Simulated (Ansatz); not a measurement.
## Run report: CdTe, geometry relaxation (part 1 of 3)

- system: CdTe (slab, 10 atoms in the cell)
- method: DFT PBE, scalar-relativistic, plane waves, PAW, no spin polarisation (Ansatz 0.2.0)

The structure derives from a Materials Project entry. It belongs to a series of runs on one base structure; here: (1 1 0) slab, atoms relaxed. Figures and captions count atoms from 1; the log counts them from 0 in places.

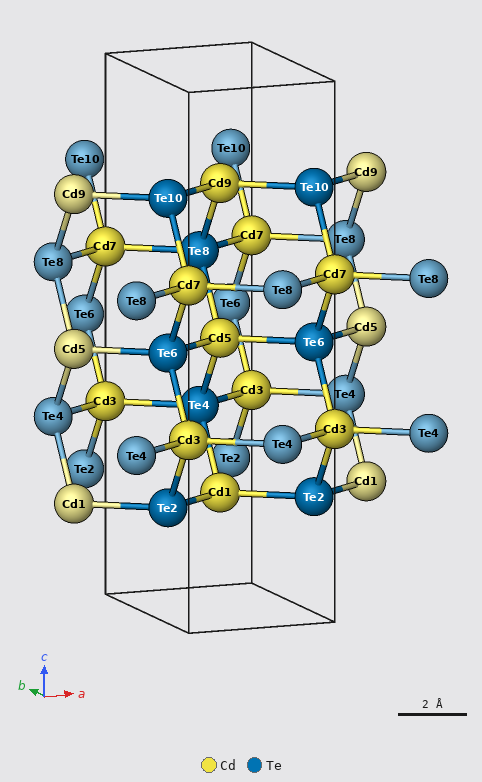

**Figure 1.** The starting structure (ball-and-stick view of the cell of the calculation, with the vacuum cut short, seen slightly off an axis; neighbours outside the cell are drawn fainter; atoms are numbered from 1 in the order of the input).

### Results in brief

| quantity | value |
| --- | --- |
| outcome | converged |
| electrons treated | 180 |
| free energy | −76175.9037 eV |
| work function, top face | 4.66 eV |
| work function, bottom face | 4.66 eV |
| Fermi energy | 1.037 eV |
| gap on the k-point mesh | 1.25 eV |
| final volume | 754.74 Å³ |
| work function (upper face) | 4.66 eV |
| largest force (length of the vector) at the end | 0.020 eV/Å |
| hardware | 4 threads of Intel Xeon (Granite Rapids), 192 GiB of memory available, shared host |
| wall time | 1.8 min (CPU time 7.1 min) |
| peak memory | 2.4 GiB |

### Remarks

The program warns: the exchange-correlation potential is rough where the density is thin.

### Input
```yaml
crystal:
  lattice:
    - [4.6805252842, 0.0, 0.0]
    - [0.0, 6.619262336, 0.0]
    - [0.0, 0.0, 24.3610505685]
  atoms:
    - { symbol: Cd, position: [0.5, 0.5, 0.307868496] }
    - { symbol: Te, position: [0.0, 0.25, 0.307868496] }
    - { symbol: Cd, position: [0.0, 0.0, 0.403934248] }
    - { symbol: Te, position: [0.5, 0.75, 0.403934248] }
    - { symbol: Cd, position: [0.5, 0.5, 0.5] }
    - { symbol: Te, position: [0.0, 0.25, 0.5] }
    - { symbol: Cd, position: [0.0, 0.0, 0.596065752] }
    - { symbol: Te, position: [0.5, 0.75, 0.596065752] }
    - { symbol: Cd, position: [0.5, 0.5, 0.692131504] }
    - { symbol: Te, position: [0.0, 0.25, 0.692131504] }
basis:
  ecutwfc: 420
kpoints:
  mp_grid: { grid: [8, 5, 1] }
hamiltonian:
  xc: pbe
scf:
  occupations: { method: gaussian, width: 0.05 }
output:
  forces: true
  eigenvalues: true
  write_density: true
  write_potential: true
  elf: true
  volumetric_format: npy
relax:
  adjacent_minimum: "off"
  f_tol: 0.02
  max_steps: 60
efield:
  axis: 3
  dipole_correction: true
  ramp_width: 0.04
```

Launched with:
```bash
ansatz run input.yaml --threads 4 --pin off --max-ram 8192MiB --backend cpu --events-out ev --progress --plain --runs-dir out
```

### Log
```
Engine: ansatz 0.2.0, x86_64-unknown-linux-gnu
Pseudopotentials: kind: paw
Pseudopotential: Cd, paw, valence charge 20, recommended cutoff 420 eV (normal), Cd.paw.azcp
Pseudopotential: Te, paw, valence charge 16, recommended cutoff 420 eV (normal), Te.paw.azcp
Functional definition: PBE
  parameter kappa = 0.804
  parameter beta = 0.06672455060314922
  exchange = pbe_x(kappa = kappa, mu = beta*pi^2/3)
  correlation = pbe_c(beta = beta)
Crystal: 10 atoms, lattice volume = 754.745 Å³
Basis set: ecut = 420 eV, 14717 PW (Γ), exchange–correlation on 64×90×360 points (8 copies of the dense FFT grid, shifted against one another)
Bands: 108, of which v1, the nominal top of the filled ones, is band 90 counted from 1 (89 counted from 0)
Symmetry: 2 space group operations
k-points: 15 of 40 (time reversal used)
Non-local potential: Cd, projectors of the file, l = 0: 3, l = 1: 2, l = 2: 2, l = 3: 1
Non-local potential: Te, projectors of the file, l = 0: 2, l = 1: 2, l = 2: 2, l = 3: 2
PAW form: soft (Blöchl's): semilocal exchange-correlation on the pseudo side does not see the compensation charge
PAW one-centre angular grid: Cd, 590 points (default); XC on 64 Gauss nodes
PAW one-centre angular grid: Te, 590 points (default); XC on 64 Gauss nodes
Initial density: superposition of atomic densities (neutral atoms: chi_scale 0, normalization atom), corrected by the library's trained network
Initial wavefunctions: pseudopotential atomic-orbital guess
Functional: x = pbe(κ = 0.804, μ = 0.2195149727645171), c = pbe(β = 0.06672455060314922)
SCF iter   1: F=—  HF=-76175.053821 eV  |F-HF|=—  |Δ(HF+E_count)|=         —  Δρ=1.03e-3  dr2=3.18e-2  ethr=1.77e-3  p=0.000 e·Å  D=1.33e-13 V/Å  ΔV_dip=-0.00 eV  dr2_dipole=7.35e-7  V_vac-E_F(+/−)=4.62/4.62 eV  ⟨swp⟩=9.5  Hψ=7450  notcnv=0  defer=64
efield: sawtooth ramp at fractional position 0.9800 (placed from the atoms, in the widest stretch of the axis that holds none; the zero of the levels goes with the place), width 0.0400; the density the first Hamiltonian is built on has a dipole p = 0.000 e·Å; the dipole correction subtracts the counter field D = 1.33e-13 V/Å, which shifts the + side's vacuum level by -0.00 eV against the − side's; the planar-averaged density in the ramp window peaks in size at 1.4e-5 e/Å³
preconditioner: auto → Resta (q_TF=auto, 2.149 Å⁻¹)  ε∞=2.5  [insulator: Δε(μ)=0.678 eV  Ē_g=10.466 eV  σ=0.050 eV  W_gap=1.00  n_scr=130 (ndim 8)  ℏωp=12.8 eV  f_vac=0.535  D(μ)=0.00/eV (n_scr^D=0)  ε∞_Penn≈2.5  vacuum switching on, ρ_ref=7.9e-3 e/Å³]
SCF iter   2: F=—  HF=-76175.053045 eV  |F-HF|=—  |Δ(HF+E_count)|=   7.76e-4  Δρ=5.00e-4  dr2=6.90e-3  ethr=1.76e-5  p=-0.001 e·Å  D=-1.33e-4 V/Å  ΔV_dip=0.00 eV  dr2_dipole=2.53e-6  V_vac-E_F(+/−)=4.68/4.68 eV  ⟨swp⟩=2.1  Hψ=2338  notcnv=0  defer=165
SCF iter   3: F=—  HF=-76175.053059 eV  |F-HF|=—  |Δ(HF+E_count)|=   1.36e-5  Δρ=2.57e-4  dr2=1.19e-3  ethr=3.83e-6  p=0.000 e·Å  D=1.02e-4 V/Å  ΔV_dip=-0.00 eV  dr2_dipole=1.87e-6  V_vac-E_F(+/−)=4.62/4.63 eV  ⟨swp⟩=2.0  Hψ=1676  notcnv=0  defer=165
SCF iter   4: F=—  HF=-76175.053492 eV  |F-HF|=—  |Δ(HF+E_count)|=   4.33e-4  Δρ=9.15e-5  dr2=8.07e-5  ethr=6.62e-7  p=-0.001 e·Å  D=-1.38e-4 V/Å  ΔV_dip=0.00 eV  dr2_dipole=3.10e-6  V_vac-E_F(+/−)=4.62/4.62 eV  ⟨swp⟩=2.0  Hψ=2145  notcnv=0  defer=165
SCF iter   5: F=—  HF=-76175.053566 eV  |F-HF|=—  |Δ(HF+E_count)|=   7.43e-5  Δρ=3.71e-5  dr2=2.82e-5  ethr=4.49e-8  p=0.001 e·Å  D=2.49e-4 V/Å  ΔV_dip=-0.01 eV  dr2_dipole=1.02e-5  V_vac-E_F(+/−)=4.61/4.62 eV  ⟨swp⟩=2.0  Hψ=2108  notcnv=0  defer=166
SCF iter   6: F=—  HF=-76175.053587 eV  |F-HF|=—  |Δ(HF+E_count)|=   2.07e-5  Δρ=1.82e-5  dr2=2.74e-5  ethr=5.56e-9  p=-0.001 e·Å  D=-3.41e-4 V/Å  ΔV_dip=0.01 eV  dr2_dipole=1.90e-5  V_vac-E_F(+/−)=4.62/4.61 eV  ⟨swp⟩=21.0  Hψ=16390  notcnv=0
iter 7 did not close the SCF: its close was put off until two iterations running show no level that it waits for move by more than its bar (scf_convergence_deferred on its scf_iter line)
SCF iter   7: F=-76175.053585 eV  HF=-76175.053584 eV  |F-HF|=4.95e-7  |Δ(HF+E_count)|=   2.46e-6  Δρ=8.13e-6  dr2=1.10e-6  ethr=5.56e-9  p=-0.000 e·Å  D=-4.40e-5 V/Å  ΔV_dip=0.00 eV  dr2_dipole=3.10e-7  V_vac-E_F(+/−)=4.62/4.61 eV  ⟨swp⟩=12.3  Hψ=11558  notcnv=0
SCF iter   8: F=-76175.053585 eV  HF=-76175.053585 eV  |F-HF|=1.17e-7  |Δ(HF+E_count)|=   1.20e-6  Δρ=3.25e-6  dr2=1.16e-7  ethr=6.12e-10  p=-0.000 e·Å  D=-7.80e-6 V/Å  ΔV_dip=0.00 eV  dr2_dipole=1.04e-8  V_vac-E_F(+/−)=4.62/4.61 eV  ⟨swp⟩=10.5  Hψ=11010  notcnv=0
SCF 1 converged in 8 iterations: F = -76175.053585 eV  dr2 = 1.16e-7
  greatest PAW one-centre occupation: 1.000 electrons in one spin orbital (limit 2), on the Cd atom at site 2 (counted from 0), in its partial waves of l = 0
relax step   1: F+E_penalty+E_count = -76175.05358538 eV  Δ(F+E_penalty+E_count) = +0.000e0 eV  max|allowed force component| = 7.388e-1 eV/Å  Δτ_max = 0.0000 Å  (8 SCF iters, dr2 threshold 1.00e-5 eV, accepted)
Initial density: handed on by an earlier stage of this run
Initial wavefunctions: those handed on with the density
iter 1 solved again at ethr=5.35e-5 eV; its pass at ethr=3.10e-3 eV (dr2=9.63e-2 eV) is discarded
SCF iter   1: F=—  HF=-76175.543110 eV  |F-HF|=—  |Δ(HF+E_count)|=         —  Δρ=2.54e-3  dr2=9.07e-2  ethr=5.35e-5  p=-0.000 e·Å  D=-7.80e-6 V/Å  ΔV_dip=0.00 eV  dr2_dipole=1.44e-8  V_vac-E_F(+/−)=4.52/4.52 eV  ⟨swp⟩=1.7  Hψ=5915  notcnv=0  defer=164
efield: sawtooth ramp at fractional position 0.9800 (handed on by an earlier solve), width 0.0400; the density the first Hamiltonian is built on has a dipole p = -0.000 e·Å; the dipole correction subtracts the counter field D = -7.80e-6 V/Å, which shifts the + side's vacuum level by +0.00 eV against the − side's; the planar-averaged density in the ramp window peaks in size at 4.4e-6 e/Å³
preconditioner: auto → Resta (q_TF=auto, 2.149 Å⁻¹)  ε∞=2.5  [insulator: Δε(μ)=0.973 eV  Ē_g=10.514 eV  σ=0.050 eV  W_gap=1.00  n_scr=130 (ndim 8)  ℏωp=12.8 eV  f_vac=0.534  D(μ)=0.00/eV (n_scr^D=0)  ε∞_Penn≈2.5  vacuum switching on, ρ_ref=8.0e-3 e/Å³]
SCF iter   2: F=—  HF=-76175.529187 eV  |F-HF|=—  |Δ(HF+E_count)|=   1.39e-2  Δρ=1.37e-3  dr2=1.57e-2  ethr=5.04e-5  p=0.000 e·Å  D=1.04e-5 V/Å  ΔV_dip=-0.00 eV  dr2_dipole=9.03e-9  V_vac-E_F(+/−)=4.63/4.63 eV  ⟨swp⟩=2.0  Hψ=1764  notcnv=0  defer=164
SCF iter   3: F=—  HF=-76175.529281 eV  |F-HF|=—  |Δ(HF+E_count)|=   9.35e-5  Δρ=4.51e-4  dr2=4.36e-3  ethr=8.70e-6  p=-0.000 e·Å  D=-1.90e-5 V/Å  ΔV_dip=0.00 eV  dr2_dipole=6.52e-8  V_vac-E_F(+/−)=4.63/4.63 eV  ⟨swp⟩=2.0  Hψ=2113  notcnv=0  defer=164
SCF iter   4: F=—  HF=-76175.529087 eV  |F-HF|=—  |Δ(HF+E_count)|=   1.94e-4  Δρ=1.51e-4  dr2=5.09e-4  ethr=2.42e-6  p=0.000 e·Å  D=2.25e-5 V/Å  ΔV_dip=-0.00 eV  dr2_dipole=5.65e-8  V_vac-E_F(+/−)=4.68/4.68 eV  ⟨swp⟩=2.0  Hψ=1729  notcnv=0  defer=167
SCF iter   5: F=-76175.529120 eV  HF=-76175.529105 eV  |F-HF|=1.54e-5  |Δ(HF+E_count)|=   1.77e-5  Δρ=5.47e-5  dr2=2.58e-5  ethr=1.90e-8  p=-0.000 e·Å  D=-1.42e-5 V/Å  ΔV_dip=0.00 eV  dr2_dipole=3.73e-8  V_vac-E_F(+/−)=4.67/4.67 eV  ⟨swp⟩=18.5  Hψ=14849  notcnv=0
SCF 2 converged in 5 iterations: F = -76175.529120 eV  dr2 = 2.58e-5
  greatest PAW one-centre occupation: 1.000 electrons in one spin orbital (limit 2), on the Cd atom at site 0 (counted from 0), in its partial waves of l = 0
relax step   2: F+E_penalty+E_count = -76175.52912019 eV  Δ(F+E_penalty+E_count) = -4.755e-1 eV  max|allowed force component| = 5.297e-1 eV/Å  Δτ_max = 0.1948 Å  (5 SCF iters, dr2 threshold 3.41e-5 eV, accepted)
SCF iter   1: F=—  HF=-76175.786886 eV  |F-HF|=—  |Δ(HF+E_count)|=         —  Δρ=2.22e-3  dr2=5.08e-2  ethr=4.36e-4  p=-0.000 e·Å  D=-1.42e-5 V/Å  ΔV_dip=0.00 eV  dr2_dipole=5.01e-8  V_vac-E_F(+/−)=4.59/4.59 eV  ⟨swp⟩=5.4  Hψ=3999  notcnv=0  defer=153
efield: sawtooth ramp at fractional position 0.9800 (handed on by an earlier solve), width 0.0400; the density the first Hamiltonian is built on has a dipole p = -0.000 e·Å; the dipole correction subtracts the counter field D = -1.42e-5 V/Å, which shifts the + side's vacuum level by +0.00 eV against the − side's; the planar-averaged density in the ramp window peaks in size at 1.4e-6 e/Å³
preconditioner: auto → Resta (q_TF=auto, 2.149 Å⁻¹)  ε∞=2.5  [insulator: Δε(μ)=1.134 eV  Ē_g=10.548 eV  σ=0.050 eV  W_gap=1.00  n_scr=130 (ndim 8)  ℏωp=12.8 eV  f_vac=0.536  D(μ)=0.00/eV (n_scr^D=0)  ε∞_Penn≈2.5  vacuum switching on, ρ_ref=8.1e-3 e/Å³]
SCF iter   2: F=—  HF=-76175.782576 eV  |F-HF|=—  |Δ(HF+E_count)|=   4.31e-3  Δρ=1.22e-3  dr2=1.12e-2  ethr=2.82e-5  p=0.000 e·Å  D=2.01e-5 V/Å  ΔV_dip=-0.00 eV  dr2_dipole=2.88e-8  V_vac-E_F(+/−)=4.64/4.64 eV  ⟨swp⟩=2.0  Hψ=2148  notcnv=0  defer=168
SCF iter   3: F=—  HF=-76175.783637 eV  |F-HF|=—  |Δ(HF+E_count)|=   1.06e-3  Δρ=2.61e-4  dr2=8.03e-4  ethr=6.22e-6  p=-0.000 e·Å  D=-5.46e-5 V/Å  ΔV_dip=0.00 eV  dr2_dipole=4.97e-7  V_vac-E_F(+/−)=4.67/4.67 eV  ⟨swp⟩=2.0  Hψ=2081  notcnv=0  defer=168
SCF iter   4: F=—  HF=-76175.783755 eV  |F-HF|=—  |Δ(HF+E_count)|=   1.19e-4  Δρ=7.45e-5  dr2=1.06e-4  ethr=4.46e-7  p=0.000 e·Å  D=1.05e-4 V/Å  ΔV_dip=-0.00 eV  dr2_dipole=1.35e-6  V_vac-E_F(+/−)=4.68/4.69 eV  ⟨swp⟩=2.0  Hψ=2277  notcnv=0  defer=168
SCF iter   5: F=—  HF=-76175.783767 eV  |F-HF|=—  |Δ(HF+E_count)|=   1.15e-5  Δρ=3.43e-5  dr2=3.51e-5  ethr=5.88e-8  p=-0.000 e·Å  D=-1.01e-4 V/Å  ΔV_dip=0.00 eV  dr2_dipole=1.53e-6  V_vac-E_F(+/−)=4.68/4.68 eV  ⟨swp⟩=2.0  Hψ=2277  notcnv=0  defer=168
SCF iter   6: F=-76175.783768 eV  HF=-76175.783768 eV  |F-HF|=3.34e-7  |Δ(HF+E_count)|=   1.24e-6  Δρ=1.62e-5  dr2=2.63e-6  ethr=9.74e-9  p=0.000 e·Å  D=6.35e-5 V/Å  ΔV_dip=-0.00 eV  dr2_dipole=4.50e-7  V_vac-E_F(+/−)=4.68/4.68 eV  ⟨swp⟩=19.0  Hψ=15004  notcnv=0
SCF 3 converged in 6 iterations: F = -76175.783768 eV  dr2 = 2.63e-6
  Residual-converged pass: ⟨swp⟩=1.1  Hψ=1682  notcnv=0  max |occ|·‖R‖ = 7.1e-9 eV (tolerance 1.0e-8 eV)  dr2=2.63e-6  dr2_onsite=1.33e-7  max |Δocc| = 7.1e-70
  greatest PAW one-centre occupation: 1.000 electrons in one spin orbital (limit 2), on the Cd atom at site 8 (counted from 0), in its partial waves of l = 0
relax step   3: F+E_penalty+E_count = -76175.78376787 eV  Δ(F+E_penalty+E_count) = -2.546e-1 eV  max|allowed force component| = 3.217e-1 eV/Å  Δτ_max = 0.1950 Å  (6 SCF iters, dr2 threshold 1.75e-5 eV, accepted)
```
